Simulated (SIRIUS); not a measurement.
## KCl: 7 runs along one coordinate

System: KCl (2 atoms in the cell).
Method: Kohn-Sham DFT of a periodic cell, PBEsol, dojo-sr-pbesol-0.4.1-standard, no spin polarisation (SIRIUS 7.12.0).

The 7 runs differ only in the geometry, by an even scaling of the cell at fixed fractional positions. The structure derives from a Materials Project entry.

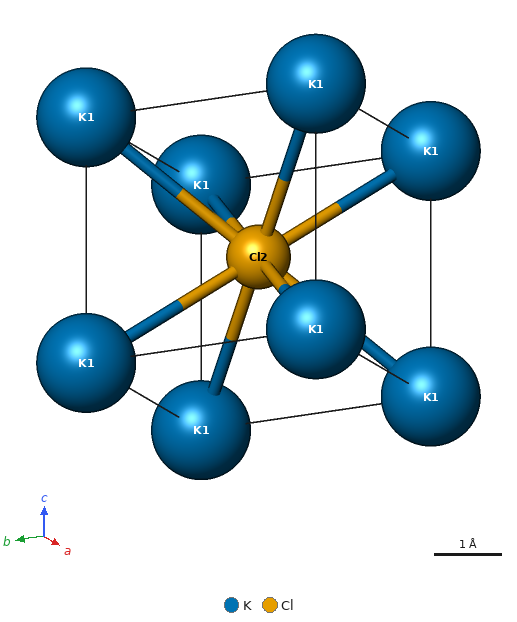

Figure 1. The structure of run 4 (ball-and-stick view of the cell of the calculation, seen at an oblique angle; atoms are numbered from 1 in the order of the input). An atom can appear more than once, as a periodic image.

### Input of run 4
```
{
  "control": {
    "processing_unit": "cpu",
    "verbosity": 2,
    "num_bands_to_print": 15,
    "print_forces": true,
    "print_stress": true
  },
  "parameters": {
    "electronic_structure_method": "pseudopotential",
    "xc_functionals": ["XC_GGA_X_PBE_SOL", "XC_GGA_C_PBE_SOL"],
    "gk_cutoff": 8.7,
    "pw_cutoff": 17.4,
    "ngridk": [7, 7, 7],
    "shiftk": [0, 0, 0],
    "smearing": "fermi_dirac",
    "smearing_width": 0.0018374661,
    "num_bands": 15,
    "num_mag_dims": 0,
    "num_dft_iter": 100,
    "energy_tol": 1e-08,
    "density_tol": 1e-06
  },
  "iterative_solver": {
    "type": "davidson",
    "min_tolerance": 1e-10
  },
  "mixer": {
    "type": "anderson",
    "beta": 0.7,
    "max_history": 8
  },
  "settings": {
    "tol_ne": 1e-10,
    "pseudo_grid_cutoff": 6.5
  },
  "unit_cell": {
    "lattice_vectors": [
      [7.255028978759, 0.0, 0.0],
      [0.0, 7.255028978759, 0.0],
      [0.0, 0.0, 7.255028978759]
    ],
    "atom_coordinate_units": "lattice",
    "atom_types": ["K", "Cl"],
    "atom_files": {
      "Cl": "Cl.json",
      "K": "K.json"
    },
    "atoms": {
      "K": [
        [0.0, 0.0, 0.0]
      ],
      "Cl": [
        [0.5, 0.5, 0.5]
      ]
    }
  }
}
```

Command:
```bash
upf_to_json Cl.upf
upf_to_json K.upf
OMP_NUM_THREADS=1 sirius.scf --input=sirius.json --output=out.json --task=0
```

Run 6 has the same physical settings and fractional positions; its lattice vectors (Å) are:
```
   3.889718    0.000000    0.000000
   0.000000    3.889718    0.000000
   0.000000    0.000000    3.889718
```

### Results, with one run withheld

| run | volume per atom (Å³) | free energy per atom, from the lowest run given (meV) | pressure (GPa) | gap on the mesh (eV) |
| --- | --- | --- | --- | --- |
| 1 | 26.596 | 0.00 | −0.40 | 4.90 |
| 2 | 27.162 | 2.12 | −0.80 | 4.81 |
| 3 | 27.728 | 5.57 | −1.15 | 4.73 |
| 4 | 28.294 | 10.17 | −1.46 | 4.64 |
| 5 | 28.860 | 15.79 | −1.73 | 4.57 |
| 6 | 29.426 | ? | ? | ? |
| 7 | 29.991 | 29.60 | −2.17 | 4.43 |

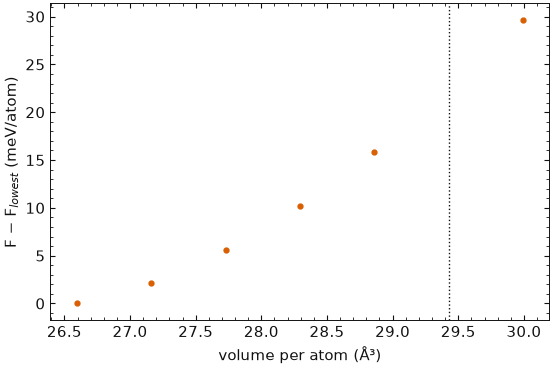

Figure 2. Free energy per atom of the runs given; the dotted line marks run 6.

What should run 6 give?

A cubic polynomial in V^(−2/3) (the Birch–Murnaghan form), fitted to the 6 runs given, misses them by under 0.01 meV per atom. With x = V^(−2/3) − 0.10827 Å⁻², it reads F = 8.216 − 3243.3 x + 2.9038e+05 x² + 1.2182e+06 x³ (meV per atom). At run 6 it gives 22.31 meV per atom, and the run itself gives 22.30. The slope of the fit gives a pressure −dF/dV of −1.96 GPa there, and the run prints −1.96 GPa. The fit has no minimum inside this range. The gap on the mesh goes, without turning, from 4.90 eV in run 1 to 4.43 eV in run 7; run 6 has 4.49 eV. These are gaps of this functional on this mesh, which can miss the band edges; they aren't the measured gap.

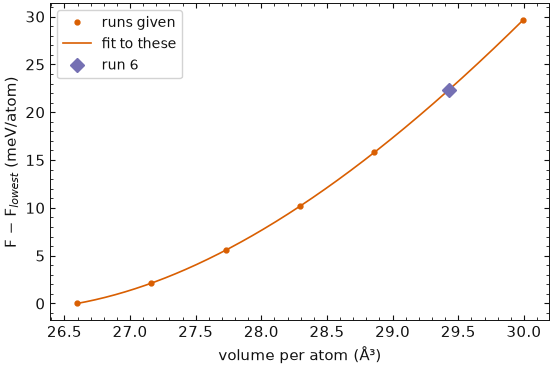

Figure 3. The fit and the withheld run.

### Some lines of the output (run 6)
```
[...]
[find] band gap (eV)                  :       4.49477057
[find] Efermi                         :       0.17403905
[find] Total energy                   :     -46.49327539 (Ha),     -92.98655078 (Ry)
[find] Free energy (E-TS)             :     -46.49327539 (Ha),     -92.98655078 (Ry)
[find] band gap (eV)                  :       4.49483954
[find] Efermi                         :       0.17403652
[find] Total energy                   :     -46.49327540 (Ha),     -92.98655079 (Ry)
[find] Free energy (E-TS)             :     -46.49327540 (Ha),     -92.98655079 (Ry)
[find] band gap (eV)                  :       4.49477803
[find] Efermi                         :       0.17403813
[find] Total energy                   :     -46.49327540 (Ha),     -92.98655080 (Ry)
[find] Free energy (E-TS)             :     -46.49327540 (Ha),     -92.98655080 (Ry)
[find] band gap (eV)                  :       4.49477693
[find] Efermi                         :       0.17403797
```
